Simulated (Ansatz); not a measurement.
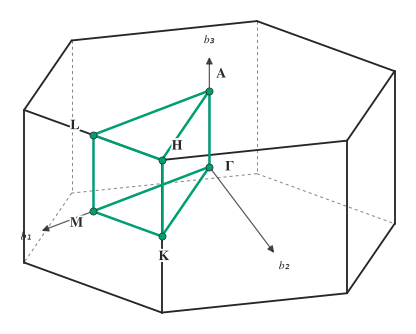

For SrO, the geometry relaxed with DFT r2SCAN, scalar-relativistic, plane waves, PAW in Ansatz; the starting structure was generated, so it need not be a known form of this composition: the first Brillouin zone and its special points. The drawing is computed from the coordinates (standard cell, symmetry found to 0.002 Å).

Space group P6_3/mmc, No. 194; a = 3.563 Å, b = 3.563 Å, c = 6.255 Å, α = 90.00°, β = 90.00°, γ = 120.00°.

Labels and path follow the convention of Hinuma et al. (2017), as computed by seekpath; the arrows show the directions of the reciprocal primitive vectors b₁, b₂, b₃, in which coordinates are given; lengths include the factor 2π.

> List the special points with their coordinates and distances from Γ.

```csv
point,k₁,k₂,k₃,length of k (1/Å)
Γ,0,0,0,0.000
A,0,0,1/2,0.502
K,1/3,1/3,0,1.175
H,1/3,1/3,1/2,1.278
M,1/2,0,0,1.018
L,1/2,0,1/2,1.135
```

> What is the zone's volume?

(2π)³ over the primitive cell's volume of 68.79 Å³: 3.61 Å⁻³.
